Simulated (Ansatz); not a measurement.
**Rh: geometry relaxation (part 1 of 2)**

- system: Rh (P6₃/mmc, 2 atoms in the cell)
- method: DFT PBE, scalar-relativistic, plane waves, PAW, no spin polarisation (Ansatz 0.2.0)

The structure derives from a Materials Project entry.

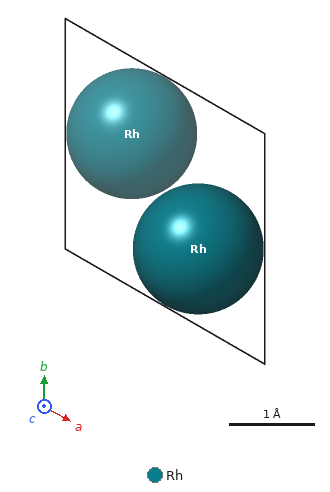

**Figure 1.** The structure as given in the input (spheres-only view of the cell of the calculation, along the c axis).

## Input
```yaml
crystal:
  lattice:
    - [2.7309790422, 0.0, 0.0]
    - [-1.3654895211, 2.3650972278, 0.0]
    - [0.0, 0.0, 4.428489]
  atoms:
    - { symbol: Rh, position: [0.66666667, 0.33333333, 0.75] }
    - { symbol: Rh, position: [0.33333333, 0.66666667, 0.25] }
basis:
  ecutwfc: 420
kpoints:
  mp_grid: { grid: [18, 18, 10] }
hamiltonian:
  xc: pbe
scf:
  occupations: { method: gaussian, width: 0.1 }
output:
  forces: true
  stress: true
  eigenvalues: true
  write_density: true
  write_potential: true
  elf: true
  volumetric_format: npy
relax:
  adjacent_minimum: "off"
  f_tol: 0.005
  max_steps: 80
  cell: { stress_tol: 0.05 }
```

Launched with:
```bash
ansatz run input.yaml --threads 1 --pin off --max-ram 2560MiB --backend cpu --events-out ev --progress --plain --runs-dir out
```

## The program's output
```
Engine: ansatz 0.2.0, x86_64-unknown-linux-gnu
Pseudopotentials: kind: paw
Pseudopotential: Rh, paw, valence charge 17, recommended cutoff 420 eV (normal), Rh.paw.azcp
Functional definition: PBE
  parameter kappa = 0.804
  parameter beta = 0.06672455060314922
  exchange = pbe_x(kappa = kappa, mu = beta*pi^2/3)
  correlation = pbe_c(beta = beta)
Crystal: 2 atoms, lattice volume = 28.604 Å³
Basis set: ecut = 420 eV, 573 PW (Γ), exchange–correlation on 40×40×60 points (8 copies of the dense FFT grid, shifted against one another)
Bands: 21, of which v1, the nominal top of the filled ones, is band 17 counted from 1 (16 counted from 0)
Symmetry: 24 space group operations
Space group: P63/mmc (ITA 194), of the structure as read, at distance tolerance 3.1e-5 Å
k-points: 222 of 3240
Non-local potential: Rh, projectors of the file, l = 0: 3, l = 1: 2, l = 2: 2, l = 3: 1
PAW form: soft (Blöchl's): semilocal exchange-correlation on the pseudo side does not see the compensation charge
PAW one-centre angular grid: Rh, 590 points (default); XC on 64 Gauss nodes
Initial density: superposition of atomic densities (neutral atoms: chi_scale 0, normalization atom), corrected by the library's trained network
Initial wavefunctions: pseudopotential atomic-orbital guess
Functional: x = pbe(κ = 0.804, μ = 0.2195149727645171), c = pbe(β = 0.06672455060314922)
SCF iter   1: F=—  HF=-12805.702786 eV  |F-HF|=—  |Δ(HF+E_count)|=         —  Δρ=7.55e-3  dr2=2.83e-3  ethr=1.77e-3  ⟨swp⟩=4.7  Hψ=17937  notcnv=0
preconditioner: auto → none  [metal: Δε(μ)=0.006 eV  Ē_g=7.255 eV  σ=0.100 eV  W_gap=0.03  n_scr=8 (ndim 8)  ℏωp=29.5 eV  f_vac=0.000  D(μ)=3.48/eV (n_scr^D=42)  sad-step TF]
SCF iter   2: F=—  HF=-12805.705101 eV  |F-HF|=—  |Δ(HF+E_count)|=   2.32e-3  Δρ=4.14e-3  dr2=9.42e-4  ethr=8.31e-6  ⟨swp⟩=2.0  Hψ=8350  notcnv=0
SCF iter   3: F=—  HF=-12805.705658 eV  |F-HF|=—  |Δ(HF+E_count)|=   5.57e-4  Δρ=5.04e-4  dr2=5.54e-5  ethr=2.77e-6  ⟨swp⟩=2.0  Hψ=6402  notcnv=0
SCF iter   4: F=—  HF=-12805.705677 eV  |F-HF|=—  |Δ(HF+E_count)|=   1.89e-5  Δρ=1.46e-4  dr2=1.13e-6  ethr=1.63e-7  ⟨swp⟩=2.0  Hψ=6951  notcnv=0
SCF iter   5: F=—  HF=-12805.705679 eV  |F-HF|=—  |Δ(HF+E_count)|=   1.68e-6  Δρ=3.10e-5  dr2=1.20e-7  ethr=3.32e-9  ⟨swp⟩=2.1  Hψ=6407  notcnv=0
SCF iter   6: F=-12805.705679 eV  HF=-12805.705679 eV  |F-HF|=9.58e-9  |Δ(HF+E_count)|=   5.89e-9  Δρ=7.82e-6  dr2=1.37e-8  ethr=2.94e-10  ⟨swp⟩=7.1  Hψ=26879  notcnv=0
the search or the solves at the SCF's close seem to have found levels that the self-consistency loop had missed (the run counts 1). By its estimate they hold under 1e-12 electrons; where the run keeps them, the occupations were computed again with them
SCF 1 converged in 6 iterations: F = -12805.705679 eV  dr2 = 1.37e-8
  greatest PAW one-centre occupation: 1.000 electrons in one spin orbital (limit 2), on the Rh atom at site 1 (counted from 0), in its partial waves of l = 0
relax step   1: F+E_penalty+E_count = -12805.70567855 eV  Δ(F+E_penalty+E_count) = +0.000e0 eV  max|allowed force component| = 2.660e-17 eV/Å  Δτ_max = 0.0000 Å  P = -3.563 GPa  Ω = 28.604 Å³  (6 SCF iters, dr2 threshold 1.00e-7 eV, accepted)
Crystal: 2 atoms, lattice volume = 27.793 Å³
Basis set: ecut = 420 eV, 549 PW (Γ), exchange–correlation on 40×40×60 points (8 copies of the dense FFT grid, shifted against one another)
Initial density: handed on by an earlier stage of this run
Initial wavefunctions: those handed on with the density
iter 1 solved again at ethr=8.30e-6 eV; its pass at ethr=3.10e-3 eV (dr2=2.82e-3 eV) is discarded
SCF iter   1: F=—  HF=-12805.707527 eV  |F-HF|=—  |Δ(HF+E_count)|=         —  Δρ=3.33e-3  dr2=2.13e-3  ethr=8.30e-6  ⟨swp⟩=1.1  Hψ=23784  notcnv=0
preconditioner: auto → none  [metal: Δε(μ)=0.003 eV  Ē_g=7.508 eV  σ=0.100 eV  W_gap=0.02  n_scr=8 (ndim 8)  ℏωp=29.9 eV  f_vac=0.000  D(μ)=3.24/eV (n_scr^D=36)]
SCF iter   2: F=—  HF=-12805.707060 eV  |F-HF|=—  |Δ(HF+E_count)|=   4.68e-4  Δρ=1.10e-3  dr2=1.08e-4  ethr=6.26e-6  ⟨swp⟩=2.0  Hψ=6571  notcnv=0
SCF iter   3: F=—  HF=-12805.707073 eV  |F-HF|=—  |Δ(HF+E_count)|=   1.35e-5  Δρ=3.98e-4  dr2=1.56e-5  ethr=3.16e-7  ⟨swp⟩=1.0  Hψ=4662  notcnv=0
iter 4 did not close the SCF: its close was put off for the readings that it lacked (scf_convergence_deferred on its scf_iter line)
SCF iter   4: F=-12805.707076 eV  HF=-12805.707076 eV  |F-HF|=7.47e-9  |Δ(HF+E_count)|=   2.46e-6  Δρ=2.74e-5  dr2=5.36e-8  ethr=4.58e-8  ⟨swp⟩=2.0  Hψ=8352  notcnv=0
iter 5 did not close the SCF: its close was put off for the readings that it lacked (scf_convergence_deferred on its scf_iter line)
SCF iter   5: F=-12805.707076 eV  HF=-12805.707076 eV  |F-HF|=2.44e-9  |Δ(HF+E_count)|=   1.66e-8  Δρ=9.23e-6  dr2=4.20e-9  ethr=1.58e-10  ⟨swp⟩=2.6  Hψ=7870  notcnv=0
SCF iter   6: F=-12805.707076 eV  HF=-12805.707076 eV  |F-HF|=1.82e-11  |Δ(HF+E_count)|=   2.83e-9  Δρ=7.39e-7  dr2=5.48e-11  ethr=1.23e-11  ⟨swp⟩=4.1  Hψ=24338  notcnv=0
SCF 2 converged in 6 iterations: F = -12805.707076 eV  dr2 = 5.48e-11
relax step   2: F+E_penalty+E_count = -12805.70707561 eV  Δ(F+E_penalty+E_count) = -1.397e-3 eV  max|allowed force component| = 1.156e-17 eV/Å  Δτ_max = 0.0000 Å  P = +3.782 GPa  Ω = 27.793 Å³  energy of the carried Pulay correction = +5.286e-4 eV  (6 SCF iters, dr2 threshold 2.00e-7 eV, accepted)
Crystal: 2 atoms, lattice volume = 28.200 Å³
iter 1 solved again at ethr=1.38e-6 eV; its pass at ethr=3.10e-3 eV (dr2=4.69e-4 eV) is discarded
SCF iter   1: F=—  HF=-12805.711531 eV  |F-HF|=—  |Δ(HF+E_count)|=         —  Δρ=1.45e-3  dr2=5.08e-4  ethr=1.38e-6  ⟨swp⟩=1.3  Hψ=23691  notcnv=0
preconditioner: auto → none  [metal: Δε(μ)=0.002 eV  Ē_g=7.380 eV  σ=0.100 eV  W_gap=0.01  n_scr=8 (ndim 8)  ℏωp=29.7 eV  f_vac=0.000  D(μ)=3.38/eV (n_scr^D=42)]
SCF iter   2: F=—  HF=-12805.711420 eV  |F-HF|=—  |Δ(HF+E_count)|=   1.12e-4  Δρ=4.89e-4  dr2=2.52e-5  ethr=1.38e-6  ⟨swp⟩=2.0  Hψ=6520  notcnv=0
SCF iter   3: F=—  HF=-12805.711437 eV  |F-HF|=—  |Δ(HF+E_count)|=   1.68e-5  Δρ=1.81e-4  dr2=3.74e-6  ethr=7.40e-8  ⟨swp⟩=1.0  Hψ=4672  notcnv=0
iter 4 did not close the SCF: its close was put off for the readings that it lacked (scf_convergence_deferred on its scf_iter line)
SCF iter   4: F=-12805.711437 eV  HF=-12805.711437 eV  |F-HF|=3.28e-9  |Δ(HF+E_count)|=   6.49e-7  Δρ=1.20e-5  dr2=7.94e-9  ethr=1.10e-8  ⟨swp⟩=2.0  Hψ=8326  notcnv=0
iter 5 did not close the SCF: its close was put off for the readings that it lacked (scf_convergence_deferred on its scf_iter line)
SCF iter   5: F=-12805.711437 eV  HF=-12805.711437 eV  |F-HF|=1.09e-11  |Δ(HF+E_count)|=   4.48e-9  Δρ=3.26e-6  dr2=7.39e-10  ethr=2.34e-11  ⟨swp⟩=2.6  Hψ=8200  notcnv=0
SCF iter   6: F=-12805.711437 eV  HF=-12805.711437 eV  |F-HF|=1.82e-12  |Δ(HF+E_count)|=  1.53e-10  Δρ=3.56e-7  dr2=7.84e-12  ethr=2.17e-12  ⟨swp⟩=4.0  Hψ=23584  notcnv=0
SCF 3 converged in 6 iterations: F = -12805.711437 eV  dr2 = 7.84e-12
relax step   3: F+E_penalty+E_count = -12805.71143729 eV  Δ(F+E_penalty+E_count) = -4.362e-3 eV  max|allowed force component| = 4.973e-17 eV/Å  Δτ_max = 0.0000 Å  P = -0.063 GPa  Ω = 28.200 Å³  energy of the carried Pulay correction = +2.618e-4 eV  (6 SCF iters, dr2 threshold 2.00e-7 eV, accepted)
Crystal: 2 atoms, lattice volume = 28.193 Å³
iter 1 solved again at ethr=2.01e-8 eV; its pass at ethr=3.10e-3 eV (dr2=6.84e-6 eV) is discarded
SCF iter   1: F=—  HF=-12805.711458 eV  |F-HF|=—  |Δ(HF+E_count)|=         —  Δρ=2.03e-4  dr2=2.36e-6  ethr=2.01e-8  ⟨swp⟩=2.0  Hψ=22572  notcnv=0
preconditioner: auto → none  [metal: Δε(μ)=0.001 eV  Ē_g=7.382 eV  σ=0.100 eV  W_gap=0.01  n_scr=8 (ndim 8)  ℏωp=29.7 eV  f_vac=0.000  D(μ)=3.35/eV (n_scr^D=42)]
SCF iter   2: F=—  HF=-12805.711472 eV  |F-HF|=—  |Δ(HF+E_count)|=   1.37e-5  Δρ=6.59e-5  dr2=2.02e-7  ethr=6.95e-9  ⟨swp⟩=2.0  Hψ=8047  notcnv=0
iter 3 did not close the SCF: its close was put off for the readings that it lacked (scf_convergence_deferred on its scf_iter line)
SCF iter   3: F=-12805.711472 eV  HF=-12805.711472 eV  |F-HF|=2.64e-9  |Δ(HF+E_count)|=   5.32e-9  Δρ=1.72e-5  dr2=1.34e-8  ethr=5.95e-10  ⟨swp⟩=1.0  Hψ=4663  notcnv=0
iter 4 did not close the SCF: its close was put off for the readings that it lacked (scf_convergence_deferred on its scf_iter line)
SCF iter   4: F=-12805.711472 eV  HF=-12805.711472 eV  |F-HF|=1.09e-11  |Δ(HF+E_count)|=   3.22e-9  Δρ=1.02e-6  dr2=1.10e-10  ethr=3.93e-11  ⟨swp⟩=2.0  Hψ=8254  notcnv=0
iter 5 did not close the SCF: its close was put off for the readings that it lacked (scf_convergence_deferred on its scf_iter line)
SCF iter   5: F=-12805.711472 eV  HF=-12805.711472 eV  |F-HF|=5.46e-12  |Δ(HF+E_count)|=  2.18e-11  Δρ=3.15e-7  dr2=1.33e-11  ethr=1.00e-12  ⟨swp⟩=2.6  Hψ=6849  notcnv=0
SCF iter   6: F=-12805.711472 eV  HF=-12805.711472 eV  |F-HF|=3.64e-12  |Δ(HF+E_count)|=    0.00e0  Δρ=3.86e-8  dr2=1.27e-13  ethr=1.00e-12  ⟨swp⟩=4.0  Hψ=19685  notcnv=0
SCF 4 converged in 6 iterations: F = -12805.711472 eV  dr2 = 1.27e-13
relax step   4: F+E_penalty+E_count = -12805.71147155 eV  Δ(F+E_penalty+E_count) = -3.426e-5 eV  max|allowed force component| = 4.279e-17 eV/Å  Δτ_max = 0.0000 Å  P = +0.007 GPa  Ω = 28.193 Å³  energy of the carried Pulay correction = +2.666e-4 eV  (6 SCF iters, dr2 threshold 2.00e-7 eV, accepted)
Crystal: 2 atoms, lattice volume = 28.194 Å³
iter 1 solved again at ethr=4.86e-9 eV; its pass at ethr=3.10e-3 eV (dr2=1.65e-6 eV) is discarded
SCF iter   1: F=—  HF=-12805.711461 eV  |F-HF|=—  |Δ(HF+E_count)|=         —  Δρ=9.96e-5  dr2=5.57e-7  ethr=4.86e-9  ⟨swp⟩=2.0  Hψ=22567  notcnv=0
preconditioner: auto → none  [metal: Δε(μ)=0.002 eV  Ē_g=7.382 eV  σ=0.100 eV  W_gap=0.01  n_scr=8 (ndim 8)  ℏωp=29.7 eV  f_vac=0.000  D(μ)=3.35/eV (n_scr^D=42)]
SCF iter   2: F=—  HF=-12805.711475 eV  |F-HF|=—  |Δ(HF+E_count)|=   1.36e-5  Δρ=3.23e-5  dr2=4.79e-8  ethr=1.64e-9  ⟨swp⟩=2.0  Hψ=8101  notcnv=0
iter 3 did not close the SCF: its close was put off for the readings that it lacked (scf_convergence_deferred on its scf_iter line)
SCF iter   3: F=-12805.711475 eV  HF=-12805.711475 eV  |F-HF|=6.18e-10  |Δ(HF+E_count)|=   1.02e-9  Δρ=8.25e-6  dr2=3.00e-9  ethr=1.41e-10  ⟨swp⟩=1.0  Hψ=4668  notcnv=0
iter 4 did not close the SCF: its close was put off for the readings that it lacked (scf_convergence_deferred on its scf_iter line)
SCF iter   4: F=-12805.711475 eV  HF=-12805.711475 eV  |F-HF|=7.28e-12  |Δ(HF+E_count)|=  7.53e-10  Δρ=5.24e-7  dr2=3.34e-11  ethr=8.81e-12  ⟨swp⟩=1.7  Hψ=7180  notcnv=0
iter 5 did not close the SCF: its close was put off for the readings that it lacked (scf_convergence_deferred on its scf_iter line)
SCF iter   5: F=-12805.711475 eV  HF=-12805.711475 eV  |F-HF|=1.82e-12  |Δ(HF+E_count)|=  3.64e-12  Δρ=1.59e-7  dr2=2.81e-12  ethr=1.00e-12  ⟨swp⟩=1.0  Hψ=4662  notcnv=0
iter 6 did not close the SCF: its close was put off for the readings that it lacked (scf_convergence_deferred on its scf_iter line)
SCF iter   6: F=-12805.711475 eV  HF=-12805.711475 eV  |F-HF|=0.00e0  |Δ(HF+E_count)|=    0.00e0  Δρ=3.35e-8  dr2=8.60e-14  ethr=1.00e-12  ⟨swp⟩=1.0  Hψ=4662  notcnv=0
SCF iter   7: F=-12805.711475 eV  HF=-12805.711475 eV  |F-HF|=0.00e0  |Δ(HF+E_count)|=    0.00e0  Δρ=6.29e-9  dr2=5.93e-15  ethr=1.00e-12  ⟨swp⟩=3.0  Hψ=15960  notcnv=0
SCF 5 converged in 7 iterations: F = -12805.711475 eV  dr2 = 5.93e-15
relax step   5: F+E_penalty+E_count = -12805.71147453 eV  Δ(F+E_penalty+E_count) = -2.981e-6 eV  max|allowed force component| = 1.041e-17 eV/Å  Δτ_max = 0.0000 Å  P = +0.000 GPa  Ω = 28.194 Å³  energy of the carried Pulay correction = +2.660e-4 eV  (7 SCF iters, accepted)
Initial wavefunctions: pseudopotential atomic-orbital guess (no wavefunctions were taken with the density)
iter 1 solved again at ethr=2.26e-8 eV; its pass at ethr=3.10e-3 eV (dr2=7.67e-6 eV) is discarded
SCF iter   1: F=—  HF=-12805.711185 eV  |F-HF|=—  |Δ(HF+E_count)|=         —  Δρ=4.51e-5  dr2=9.61e-8  ethr=2.26e-8  ⟨swp⟩=3.3  Hψ=31724  notcnv=0
SCF iter   2: F=—  HF=-12805.711199 eV  |F-HF|=—  |Δ(HF+E_count)|=   1.37e-5  Δρ=1.96e-5  dr2=1.51e-8  ethr=2.83e-10  ⟨swp⟩=2.4  Hψ=8372  notcnv=0
SCF iter   3: F=—  HF=-12805.711199 eV  |F-HF|=—  |Δ(HF+E_count)|=   1.38e-8  Δρ=4.12e-6  dr2=7.03e-10  ethr=4.45e-11  ⟨swp⟩=2.4  Hψ=7609  notcnv=0
SCF iter   4: F=—  HF=-12805.711199 eV  |F-HF|=—  |Δ(HF+E_count)|=   1.22e-9  Δρ=7.46e-7  dr2=3.30e-11  ethr=2.07e-12  ⟨swp⟩=2.0  Hψ=8461  notcnv=0
iter 5 did not close the SCF: its close was put off for the readings that it lacked (scf_convergence_deferred on its scf_iter line)
SCF iter   5: F=-12805.711199 eV  HF=-12805.711199 eV  |F-HF|=0.00e0  |Δ(HF+E_count)|=  5.09e-11  Δρ=1.98e-7  dr2=3.71e-12  ethr=1.00e-12  ⟨swp⟩=1.0  Hψ=4662  notcnv=0
SCF iter   6: F=-12805.711199 eV  HF=-12805.711199 eV  |F-HF|=3.64e-12  |Δ(HF+E_count)|=  3.64e-12  Δρ=1.69e-8  dr2=2.07e-14  ethr=1.00e-12  ⟨swp⟩=3.6  Hψ=18212  notcnv=0
SCF 6 converged in 6 iterations: F = -12805.711199 eV  dr2 = 2.07e-14
relax step   6: F+E_penalty+E_count = -12805.71119906 eV  Δ(F+E_penalty+E_count) = +2.755e-4 eV  max|allowed force component| = 1.041e-17 eV/Å  Δτ_max = 0.0000 Å  P = +0.005 GPa  Ω = 28.194 Å³  stress off target by 5.02e-3 GPa  SCF on the basis re-selected at this cell (its energy is not comparable with the rows above)  (6 SCF iters)
```
